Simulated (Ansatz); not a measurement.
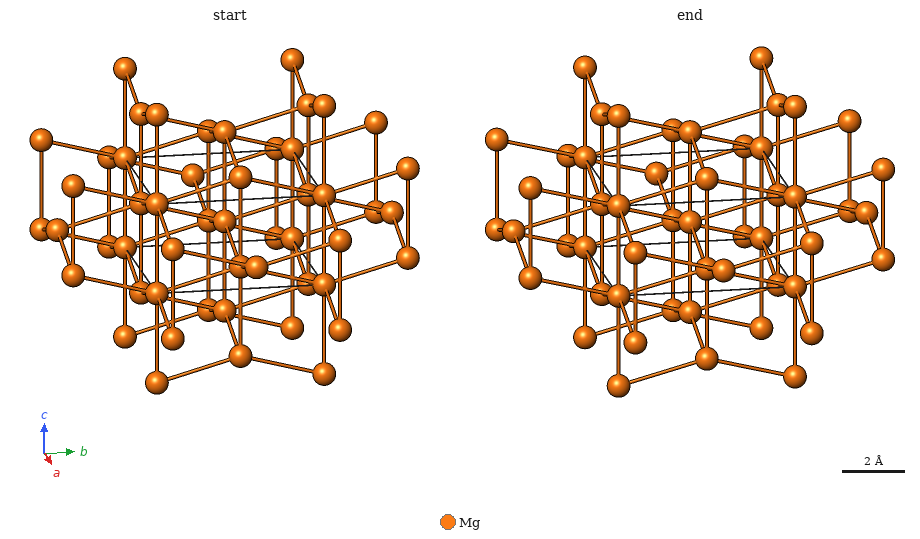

The structure of crystalline Mg (built on the beta-tin_141 type) before (left) and after (right) a relaxation, at one scale.

Style: ball-and-stick. Shown: the conventional cell (2 times the calculation's cell), slightly off an axis. Lengths and directions refer to the drawn axes.

Case: beta-tin type (I4_1/amd, No. 141).

Computed with Ansatz, DFT PBE, scalar-relativistic, plane waves, PAW.

Input
```yaml
crystal:
  lattice:
    - [-2.7622123588, 2.7622123588, 1.5068378307]
    - [2.7622123588, -2.7622123588, 1.5068378307]
    - [2.7622123588, 2.7622123588, -1.5068378307]
  atoms:
    - { symbol: Mg, position: [0.0, 0.0, 0.0] }
    - { symbol: Mg, position: [0.75, 0.25, 0.5] }
basis:
  ecutwfc: 420
kpoints:
  mp_grid: { grid: [20, 20, 20] }
hamiltonian:
  xc: pbe
scf:
  occupations: { method: gaussian, width: 0.1 }
output:
  forces: true
  stress: true
  eigenvalues: true
relax:
  adjacent_minimum: "off"
  f_tol: 0.01
  max_steps: 80
  cell: { stress_tol: 0.05 }
```

Describe what moved and what it gained.

Answer. No atom moves by more than 0.005 Å relative to the cell. The volume changes by +11.9 %, with a = b 5.524 → 5.824 Å (+5.4 %), c 3.014 → 3.035 Å (+0.7 %). Among the contacts that change: Mg1–Mg2 2.863 → 3.009 Å, Mg1–Mg1 3.014 → 3.035 Å. The space group stays I4_1/amd (No. 141). Over 3 accepted moves (4 points after the start) the energy falls by 33.9 meV per atom. All forces vanish by symmetry, so only the cell relaxes. Pressure: 3.57 GPa at the start and 0.01 GPa at the end. The SCF was repeated once at an unchanged geometry on a basis and grid sized afresh for the cell, which shifted the energy by 0.1 meV per atom at most.
